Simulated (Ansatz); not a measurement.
# Geometry relaxation of Si

Si (Fd-3m, 2 atoms in the cell), computed with DFT PBE, scalar-relativistic, plane waves, PAW, no spin polarisation (Ansatz 0.2.0).

The structure derives from a Materials Project entry. Figures and captions count atoms from 1; the log counts them from 0 in places.

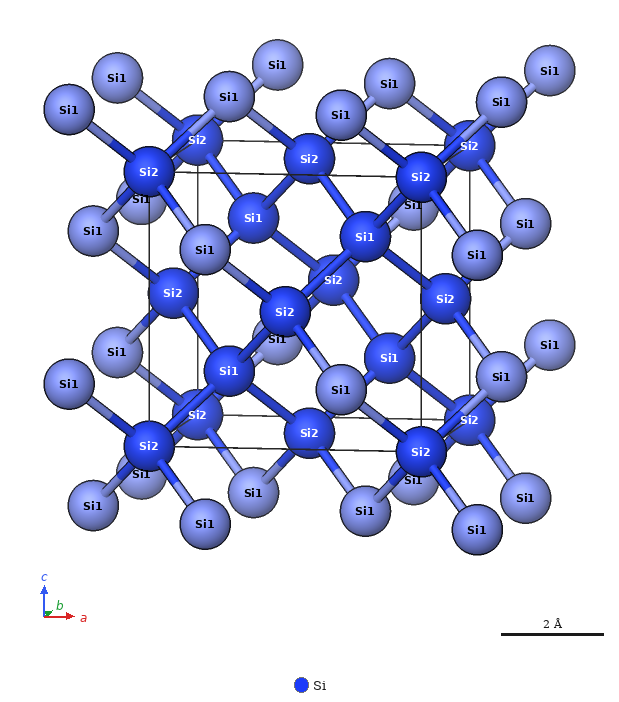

Figure 1. The structure as given in the input (ball-and-stick view of the cell 4 times as large as that of the calculation, set on its symmetry axes, seen slightly off an axis; neighbours outside the cell are drawn fainter; atoms are numbered from 1 in the order of the input). Near neighbours in the crystal (not all of them lie inside the picture): Si has 4 Si at 2.36 Å.

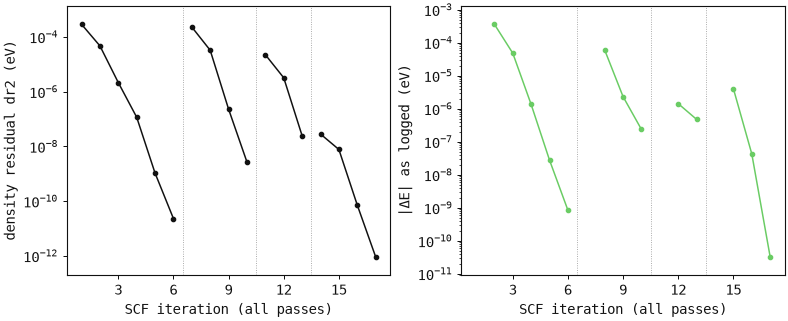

Figure 2. Convergence of the self-consistent field: density residual dr2 and size of the energy change against the SCF iteration. The dotted lines part the SCF passes of the relaxation: geometry steps, rejected trials and re-solves on a re-selected basis. The passes take 6, 4, 3 and 4 iterations.

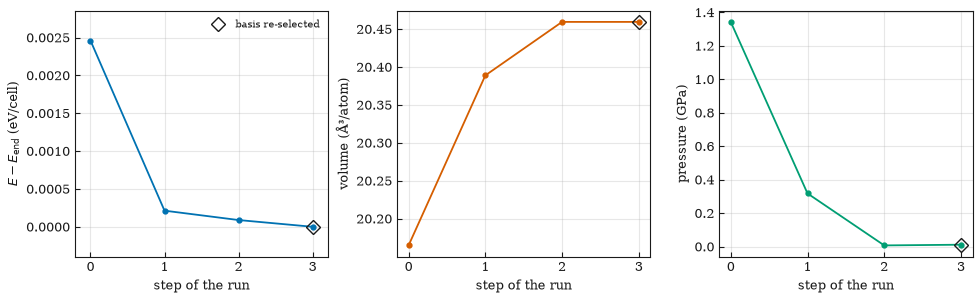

Figure 3. Progress of the relaxation, step by step (the first geometry is step 0 here and step 1 in the log). The atoms keep their places relative to the cell (all moves are under 0.005 Å). The volume changes by +1.5 %, with a = b = c 5.444 → 5.470 Å (+0.5 %). Distances before and after: Si1–Si2 2.357 → 2.369 Å. The space group stays Fd-3m (No. 227). After 2 geometry steps the energy has fallen by 2.4 meV per cell of the calculation. All forces vanish by symmetry, so only the cell relaxes. Pressure: 1.34 GPa at the start and 0.01 GPa at the end. A last SCF at the same geometry on a re-selected plane-wave basis shifts the energy by −0.1 meV per cell of the calculation. (Atoms are counted from 1 in the order of the input.)

The input that produced these results follows, with the program's output.

## Input
```yaml
crystal:
  lattice:
    - [0.0, 2.7218511865, 2.7218511865]
    - [2.7218511865, 0.0, 2.7218511865]
    - [2.7218511865, 2.7218511865, 0.0]
  atoms:
    - { symbol: Si, position: [0.25, 0.25, 0.25] }
    - { symbol: Si, position: [0.0, 0.0, 0.0] }
basis:
  ecutwfc: 420
kpoints:
  mp_grid: { grid: [8, 8, 8] }
hamiltonian:
  xc: pbe
scf:
  occupations: { method: gaussian, width: 0.02 }
output:
  forces: true
  stress: true
  eigenvalues: true
relax:
  adjacent_minimum: "off"
  f_tol: 0.005
  max_steps: 80
  cell: { stress_tol: 0.05 }
```

Command:
```bash
ansatz run input.yaml --threads 4 --pin off --max-ram 8192MiB --backend cpu --events-out ev --progress --plain --runs-dir out
```

## Output
```
Engine: ansatz 0.2.0, aarch64-unknown-linux-gnu
Pseudopotentials: kind: paw
Pseudopotential: Si, paw, valence charge 4, recommended cutoff 420 eV (normal), Si.paw.azcp
Functional definition: PBE
  parameter kappa = 0.804
  parameter beta = 0.06672455060314922
  exchange = pbe_x(kappa = kappa, mu = beta*pi^2/3)
  correlation = pbe_c(beta = beta)
Crystal: 2 atoms, lattice volume = 40.330 Å³
Basis set: ecut = 420 eV, 749 PW (Γ), exchange–correlation on 54×54×54 points (8 copies of the dense FFT grid, shifted against one another)
Bands: 8, of which v1, the nominal top of the filled ones, is band 4 counted from 1 (3 counted from 0)
Symmetry: 48 space group operations
Space group: Fd-3m (ITA 227), of the structure as read, at distance tolerance 3.4e-5 Å
k-points: 29 of 512
Non-local potential: Si, projectors of the file, l = 0: 2, l = 1: 2, l = 2: 2
PAW form: soft (Blöchl's): semilocal exchange-correlation on the pseudo side does not see the compensation charge
PAW one-centre angular grid: Si, 110 points (default); XC on 64 Gauss nodes
Initial density: superposition of atomic densities (neutral atoms: chi_scale 0, normalization atom), corrected by the library's trained network
Initial wavefunctions: pseudopotential atomic-orbital guess
Functional: x = pbe(κ = 0.804, μ = 0.2195149727645171), c = pbe(β = 0.06672455060314922)
SCF iter   1: F=—  HF=-1271.613626 eV  |F-HF|=—  |Δ(HF+E_count)|=         —  Δρ=1.14e-3  dr2=2.89e-4  ethr=1.77e-3  ⟨swp⟩=6.3  Hψ=2091  notcnv=0
preconditioner: auto → none  [insulator: Δε(μ)=0.625 eV  Ē_g=9.448 eV  σ=0.020 eV  W_gap=1.00  n_scr=8 (ndim 8)  ℏωp=16.5 eV  f_vac=0.000  D(μ)=0.00/eV (n_scr^D=0)  ε∞_Penn≈4.1]
SCF iter   2: F=—  HF=-1271.613987 eV  |F-HF|=—  |Δ(HF+E_count)|=   3.60e-4  Δρ=4.77e-4  dr2=4.70e-5  ethr=3.62e-6  ⟨swp⟩=2.1  Hψ=604  notcnv=0
SCF iter   3: F=—  HF=-1271.614035 eV  |F-HF|=—  |Δ(HF+E_count)|=   4.79e-5  Δρ=9.17e-5  dr2=2.14e-6  ethr=5.87e-7  ⟨swp⟩=2.1  Hψ=348  notcnv=0
SCF iter   4: F=—  HF=-1271.614036 eV  |F-HF|=—  |Δ(HF+E_count)|=   1.34e-6  Δρ=1.95e-5  dr2=1.16e-7  ethr=2.68e-8  ⟨swp⟩=2.0  Hψ=348  notcnv=0
iter 5 did not close the SCF: its close was put off for the readings that it lacked (scf_convergence_deferred on its scf_iter line)
SCF iter   5: F=-1271.614036 eV  HF=-1271.614036 eV  |F-HF|=7.76e-10  |Δ(HF+E_count)|=   2.76e-8  Δρ=2.39e-6  dr2=1.05e-9  ethr=1.44e-9  ⟨swp⟩=2.0  Hψ=348  notcnv=0
SCF iter   6: F=-1271.614036 eV  HF=-1271.614036 eV  |F-HF|=4.32e-12  |Δ(HF+E_count)|=  8.41e-10  Δρ=2.98e-7  dr2=2.29e-11  ethr=1.31e-11  ⟨swp⟩=1.0  Hψ=709  notcnv=0
SCF 1 converged in 6 iterations: F = -1271.614036 eV  dr2 = 2.29e-11
  greatest PAW one-centre occupation: 0.633 electrons in one spin orbital (limit 2), on the Si atom at site 1 (counted from 0), in its partial waves of l = 0
relax step   1: F+E_penalty+E_count = -1271.61403627 eV  Δ(F+E_penalty+E_count) = +0.000e0 eV  max|allowed force component| = 1.388e-17 eV/Å  Δτ_max = 0.0000 Å  P = +1.343 GPa  Ω = 40.330 Å³  (6 SCF iters, dr2 threshold 1.00e-7 eV, accepted)
Crystal: 2 atoms, lattice volume = 40.778 Å³
Basis set: ecut = 420 eV, 821 PW (Γ), exchange–correlation on 54×54×54 points (8 copies of the dense FFT grid, shifted against one another)
Initial density: handed on by an earlier stage of this run
Initial wavefunctions: those handed on with the density
iter 1 solved again at ethr=2.78e-6 eV; its pass at ethr=3.10e-3 eV (dr2=2.22e-4 eV) is discarded
SCF iter   1: F=—  HF=-1271.616346 eV  |F-HF|=—  |Δ(HF+E_count)|=         —  Δρ=6.31e-4  dr2=2.29e-4  ethr=2.78e-6  ⟨swp⟩=2.6  Hψ=2147  notcnv=0
preconditioner: auto → none  [insulator: Δε(μ)=0.638 eV  Ē_g=9.393 eV  σ=0.020 eV  W_gap=1.00  n_scr=8 (ndim 8)  ℏωp=16.4 eV  f_vac=0.000  D(μ)=0.00/eV (n_scr^D=0)  ε∞_Penn≈4.1]
SCF iter   2: F=—  HF=-1271.616286 eV  |F-HF|=—  |Δ(HF+E_count)|=   5.97e-5  Δρ=2.52e-4  dr2=3.24e-5  ethr=2.78e-6  ⟨swp⟩=1.2  Hψ=250  notcnv=0
SCF iter   3: F=—  HF=-1271.616284 eV  |F-HF|=—  |Δ(HF+E_count)|=   2.31e-6  Δρ=2.76e-5  dr2=2.28e-7  ethr=4.05e-7  ⟨swp⟩=2.1  Hψ=348  notcnv=0
SCF iter   4: F=-1271.616284 eV  HF=-1271.616284 eV  |F-HF|=5.89e-9  |Δ(HF+E_count)|=   2.35e-7  Δρ=2.94e-6  dr2=2.66e-9  ethr=2.50e-9  ⟨swp⟩=5.0  Hψ=1224  notcnv=0
SCF 2 converged in 4 iterations: F = -1271.616284 eV  dr2 = 2.66e-9
relax step   2: F+E_penalty+E_count = -1271.61628412 eV  Δ(F+E_penalty+E_count) = -2.248e-3 eV  max|allowed force component| = 4.857e-17 eV/Å  Δτ_max = 0.0000 Å  P = +0.318 GPa  Ω = 40.778 Å³  energy of the carried Pulay correction = -6.220e-5 eV  (4 SCF iters, dr2 threshold 2.00e-7 eV, accepted)
Crystal: 2 atoms, lattice volume = 40.919 Å³
iter 1 solved again at ethr=2.69e-7 eV; its pass at ethr=3.10e-3 eV (dr2=2.15e-5 eV) is discarded
SCF iter   1: F=—  HF=-1271.616410 eV  |F-HF|=—  |Δ(HF+E_count)|=         —  Δρ=1.96e-4  dr2=2.23e-5  ethr=2.69e-7  ⟨swp⟩=2.2  Hψ=2106  notcnv=0
preconditioner: auto → none  [insulator: Δε(μ)=0.647 eV  Ē_g=9.377 eV  σ=0.020 eV  W_gap=1.00  n_scr=8 (ndim 8)  ℏωp=16.4 eV  f_vac=0.000  D(μ)=0.00/eV (n_scr^D=0)  ε∞_Penn≈4.1]
SCF iter   2: F=—  HF=-1271.616408 eV  |F-HF|=—  |Δ(HF+E_count)|=   1.42e-6  Δρ=7.86e-5  dr2=3.19e-6  ethr=2.69e-7  ⟨swp⟩=1.4  Hψ=264  notcnv=0
SCF iter   3: F=-1271.616408 eV  HF=-1271.616408 eV  |F-HF|=2.20e-8  |Δ(HF+E_count)|=   4.74e-7  Δρ=9.05e-6  dr2=2.43e-8  ethr=2.50e-9  ⟨swp⟩=3.1  Hψ=984  notcnv=0
SCF 3 converged in 3 iterations: F = -1271.616408 eV  dr2 = 2.43e-8
relax step   3: F+E_penalty+E_count = -1271.61640766 eV  Δ(F+E_penalty+E_count) = -1.235e-4 eV  max|allowed force component| = 6.245e-17 eV/Å  Δτ_max = 0.0000 Å  P = +0.007 GPa  Ω = 40.919 Å³  energy of the carried Pulay correction = -8.164e-5 eV  (3 SCF iters, dr2 threshold 2.00e-7 eV, accepted)
Initial wavefunctions: pseudopotential atomic-orbital guess (no wavefunctions were taken with the density)
iter 1 solved again at ethr=1.03e-7 eV; its pass at ethr=3.10e-3 eV (dr2=8.22e-6 eV) is discarded
SCF iter   1: F=—  HF=-1271.616493 eV  |F-HF|=—  |Δ(HF+E_count)|=         —  Δρ=1.32e-5  dr2=2.81e-8  ethr=1.03e-7  ⟨swp⟩=3.0  Hψ=2807  notcnv=0
preconditioner: auto → none  [insulator: Δε(μ)=0.649 eV  Ē_g=9.378 eV  σ=0.020 eV  W_gap=1.00  n_scr=8 (ndim 8)  ℏωp=16.4 eV  f_vac=0.000  D(μ)=0.00/eV (n_scr^D=0)  ε∞_Penn≈4.1]
SCF iter   2: F=—  HF=-1271.616497 eV  |F-HF|=—  |Δ(HF+E_count)|=   4.04e-6  Δρ=6.81e-6  dr2=7.66e-9  ethr=3.51e-10  ⟨swp⟩=2.3  Hψ=347  notcnv=0
SCF iter   3: F=—  HF=-1271.616497 eV  |F-HF|=—  |Δ(HF+E_count)|=   4.30e-8  Δρ=3.89e-7  dr2=7.12e-11  ethr=9.58e-11  ⟨swp⟩=2.2  Hψ=346  notcnv=0
SCF iter   4: F=-1271.616497 eV  HF=-1271.616497 eV  |F-HF|=4.77e-12  |Δ(HF+E_count)|=  3.27e-11  Δρ=7.88e-8  dr2=9.12e-13  ethr=1.00e-12  ⟨swp⟩=5.9  Hψ=898  notcnv=0
SCF 4 converged in 4 iterations: F = -1271.616497 eV  dr2 = 9.12e-13
relax step   4: F+E_penalty+E_count = -1271.61649663 eV  Δ(F+E_penalty+E_count) = -8.897e-5 eV  max|allowed force component| = 5.782e-17 eV/Å  Δτ_max = 0.0000 Å  P = +0.012 GPa  Ω = 40.919 Å³  stress off target by 1.15e-2 GPa  SCF on the basis re-selected at this cell (its energy is not comparable with the rows above)  (4 SCF iters)
basis re-selected at this cell: Δ(F+E_penalty+E_count) = -8.897e-5 eV, ΔP = +0.004 GPa vs the last step (what re-selecting the basis moved, of the pressure what is left beyond the Pulay correction that the steps carried, after the strain that the cell walked since its last selection, with what the two solves' SCF thresholds leave and, on support functions, any second-order correction that the steps lacked; it is no measure of the basis error at this ecutwfc). This SCF's stress stands 1.15e-2 GPa from its target on what of the cell is left free (relax.cell.stress_tol is 5.00e-2 GPa) and its largest allowed force component is 5.78e-17 eV/Å (relax.f_tol is 5.00e-3 eV/Å): within both
SCF converged after 4 iterations
Free energy (F): -1271.616497 eV
Harris-Foulkes:  -1271.616497 eV  (|F-HF|=4.77e-12)
Internal energy: -1271.616497 eV  (E = F + TS)
E sigma→0 (E₀):  -1271.616497 eV
Fermi energy:    6.329240 eV
--- Per-component energies (eV) ---
  E_band       = 8.031166
  E_kinetic    = 80.156527
  E_local      = -56.161359  (includes V_loc(G=0)·N_el)
  E_nonlocal   = 51.743673
  E_hartree    = 15.187322
  E_xc         = -110.122673
  E_vxc        = -93.154806  (∫ρ·V_xc dr)
  E_paw        = -1025.533991  (= ΣΔE_a)
  E_vpaw       = -4.927528  (= ΣTr[D̂ρ^β])
  E_aug_tail   = 0.000013  (compensation charges beyond the density's cutoff)
  E_ewald      = -226.886008
  E_smearing   = -0.000000  (= −TS)
  E_closure    = -0.000000  (closes the sum)
  Σ components = -1271.616497   (vs F -1271.616497, Δ=0.00e0)
--- Forces (eV/Å), atoms counted from 1 ---
  atom   1  Si    -0.00000000     0.00000000     0.00000000
  atom   2  Si     0.00000000     0.00000000    -0.00000000
  max |Σ_I F_I| component: 2.31e-17 eV/Å
--- Stress (GPa, compression-positive) ---
        0.011549      -0.000000      -0.000000
       -0.000000       0.011549      -0.000000
       -0.000000      -0.000000       0.011549
  P = ⅓ Tr σ = 0.0115 GPa (0.115 kbar)
--- Band table (eV; the first three rows and the last of 29) ---
  k-point 0: bands = ["-5.8086", "6.0052", "6.0052", "6.0052", "8.5564", "8.5564", "8.5564", "9.1216"]
  k-point 1: bands = ["-5.6083", "4.4126", "5.7223", "5.7223", "8.4404", "8.9720", "8.9720", "10.5251"]
  k-point 2: bands = ["-5.0242", "2.1175", "5.2593", "5.2593", "7.9566", "9.4903", "9.4903", "12.7442"]
  k-point 28: bands = ["-1.5884", "-1.5884", "2.2449", "2.2449", "10.2743", "10.2743", "10.9285", "10.9285"]
--- Relaxed structure (3 steps of the walk, 3 accepted, 1 SCFs on fresh bases) ---
  F+E_penalty+E_count = -1271.61649663 eV   max|allowed force component| = 5.782e-17 eV/Å   (the final SCF, on the basis selected at the relaxed cell)
  cell:  # Å, volume = 40.9189 Å³
    - [6.751367943586657e-34, 2.7350468293557904, 2.7350468293557904]
    - [2.7350468293557904, -1.0700281269080741e-33, 2.7350468293557904]
    - [2.7350468293557904, 2.7350468293557904, -1.439442599293004e-33]
  atoms:
    - { symbol: Si, position: [0.25, 0.25, 0.25] }
    - { symbol: Si, position: [-2.9482537992579854e-35, 8.844761397773956e-36, 1.4741268996289927e-35] }
```

## Trajectory as extended XYZ (Å, eV, eV/Å), 4 frames, from step=1 to step=4
```
2
Lattice="0.0000 2.7219 2.7219 2.7219 0.0000 2.7219 2.7219 2.7219 0.0000" Properties=species:S:1:pos:R:3:forces:R:3 step=1 energy=-1271.61404 pressure_GPa=1.34
Si    1.3609    1.3609    1.3609    0.0000   0.0000   0.0000
Si    0.0000    0.0000    0.0000    0.0000   0.0000   0.0000
2
Lattice="0.0000 2.7319 2.7319 2.7319 0.0000 2.7319 2.7319 2.7319 0.0000" Properties=species:S:1:pos:R:3:forces:R:3 step=2 energy=-1271.61628 pressure_GPa=0.32
Si    1.3659    1.3659    1.3659    0.0000   0.0000   0.0000
Si    0.0000    0.0000    0.0000    0.0000   0.0000   0.0000
2
Lattice="0.0000 2.7350 2.7350 2.7350 0.0000 2.7350 2.7350 2.7350 0.0000" Properties=species:S:1:pos:R:3:forces:R:3 step=3 energy=-1271.61641 pressure_GPa=0.01
Si    1.3675    1.3675    1.3675    0.0000   0.0000   0.0000
Si    0.0000    0.0000    0.0000    0.0000   0.0000   0.0000
2
Lattice="0.0000 2.7350 2.7350 2.7350 0.0000 2.7350 2.7350 2.7350 0.0000" Properties=species:S:1:pos:R:3:forces:R:3 step=4 energy=-1271.61650 pressure_GPa=0.01
Si    1.3675    1.3675    1.3675    0.0000   0.0000   0.0000
Si    0.0000    0.0000    0.0000    0.0000   0.0000   0.0000
```

## Summary

```csv
quantity,value
outcome,converged
space group (tolerance 0.01 Å),Fd-3m (227)
electrons treated,8
free energy,−1271.6165 eV
Fermi energy,6.329 eV
gap on the k-point mesh,0.65 eV
pressure,0.01 GPa
final volume,40.92 Å³
largest force (length of the vector) at the end,under 0.001 eV/Å
final cell,"a = 3.868 Å, b = 3.868 Å, c = 3.868 Å, α = 60.00°, β = 60.00°, γ = 60.00°"
hardware,"4 threads of Arm Neoverse V1, 24 GiB of memory available, shared host"
wall time,1.1 s (CPU time 3.5 s)
peak memory,0.28 GiB
```
